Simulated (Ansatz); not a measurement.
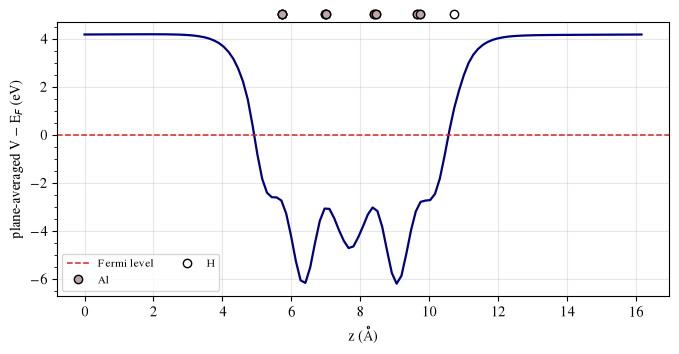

Al16H (slab). Plane average of the electrostatic potential (local pseudopotential plus Hartree) felt by an electron across the slab. Circles mark the heights of the atoms.

Computed without spin polarisation; PAW files of the earlier set (soft_1).

Method: DFT PBE-D3(BJ), scalar-relativistic, plane waves, PAW in Ansatz.

> Read off the work function of this surface.

The potential is flat in the vacuum, 4.2 eV above the Fermi level; this is the work function, the same on both faces.

> How thick is the slab, and how wide the vacuum?

The outermost nuclei are 5.0 Å apart, in 5 atomic planes; the vacuum between periodic images is 11.3 Å wide.
